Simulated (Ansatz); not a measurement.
Consider SiNi₃ (interface cell).

```xyz
24
Lattice="4.9586 0.0000 0.0000 -2.4793 4.2943 0.0000 0.0000 0.0000 12.1341" Properties=species:S:1:pos:R:3 pbc="T T T"
Ni   -1.2316    2.1517    0.0000
Si    0.0000    0.0000    0.0000
Si    2.4793    1.4314    1.9982
Si    0.0000    2.8629    4.0688
Ni    1.2317    2.1517    0.0000
Ni    3.7222    0.7138    4.0393
Ni   -1.2429    3.5804    2.0277
Ni    0.0000    4.2851    0.0000
Ni    0.0000    1.4277    2.0277
Ni    2.4793    2.8666    4.0393
Ni    1.2429    3.5804    2.0277
Ni    1.2365    0.7138    4.0393
Si    2.4793    1.4314   10.1359
Si    0.0000    2.8629    8.0653
Ni    3.7222    0.7138    8.0948
Ni   -1.2429    3.5804   10.1064
Ni    0.0000    1.4277   10.1064
Ni    2.4793    2.8666    8.0948
Ni    3.7110    2.1425    6.0671
Ni    1.2429    3.5804   10.1064
Ni    1.2365    0.7138    8.0948
Si    0.0000    0.0000    6.0671
Ni    1.2476    2.1425    6.0671
Ni    2.4793    0.0092    6.0671
```

Computed without spin polarisation.

Theory: DFT PBE, scalar-relativistic, plane waves, PAW in Ansatz.

What can the converged valence pseudo-density and electron localisation function tell about the bonding?

Ni–Ni (2.47 Å): ρ is about 0.35 e/Å³ halfway; the ELF is about 0.25 at the midpoint; no shared electron pair shows on this line.
Si–Ni (2.48 Å): the density is about 0.36 e/Å³ at the midpoint; the ELF peaks at about 0.65 in the valence shell of Si, 0.9 Å from its nucleus, and is about 0.40 at the midpoint.

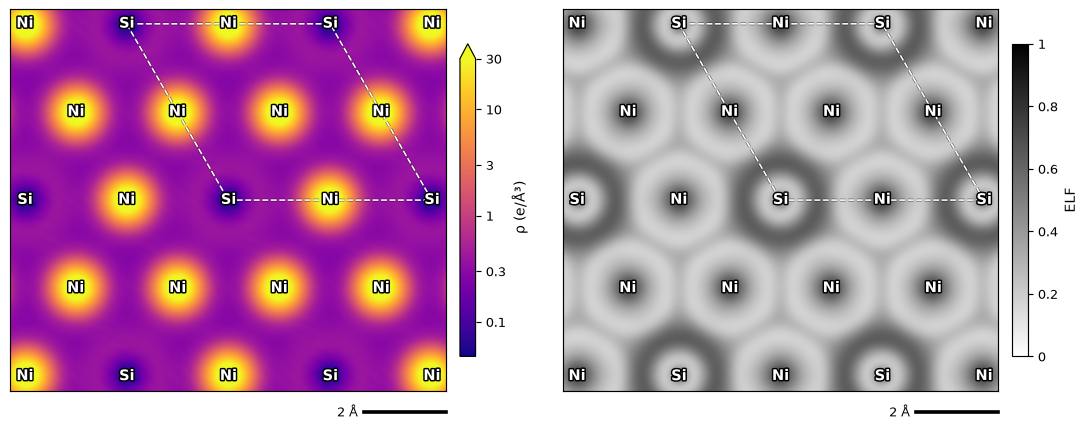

Computed valence pseudo-density and electron localisation function on the (001) plane of the calculation cell, in this order. 

Core electrons are frozen (PAW), and the valence fields are smoothed inside the atomic spheres.
